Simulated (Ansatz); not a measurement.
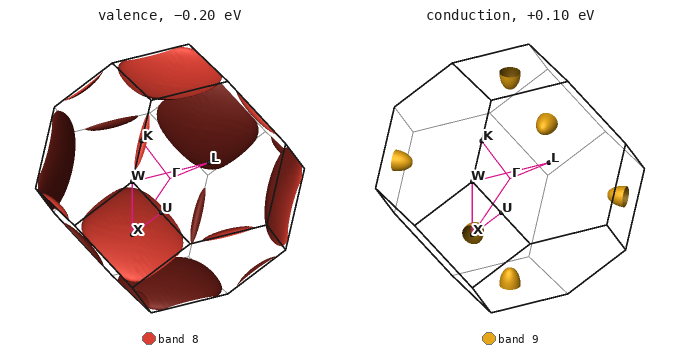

BaO in space group Fm-3m: constant-energy surfaces at both band edges (energies from each edge).

Theory: DFT PBE, scalar-relativistic, plane waves, PAW; levels and slopes on a dense k mesh at the converged density in Ansatz. No spin polarisation. The levels come from a k mesh of 34×34×34 points. Unrelaxed database geometry (residual pressure 3 GPa).

Masses come from a second pass at points close to the extrema; at the energies drawn a band may no longer be parabolic.

Is the gap direct or indirect, and how large does the calculation make it?

The gap is direct, 1.97 eV at this level of theory (semilocal functionals give gaps that are too small, and can reorder valleys that lie close).

Give the valleys and their effective masses.

Valence band (extrema up to 0.20 eV from the edge): three equivalent maxima at X, principal masses 0.40, 3.56 and 3.56 mₑ. Band 8 forms the valence edge.
Conduction band (extrema up to 0.10 eV from the edge): three equivalent minima at X, principal masses 0.39, 0.39 and 1.24 mₑ. Band 9 forms the conduction edge.

Spin-orbit coupling, left out here, can change the gap, its kind, the place of the band edges and the masses, since the compound holds Ba.
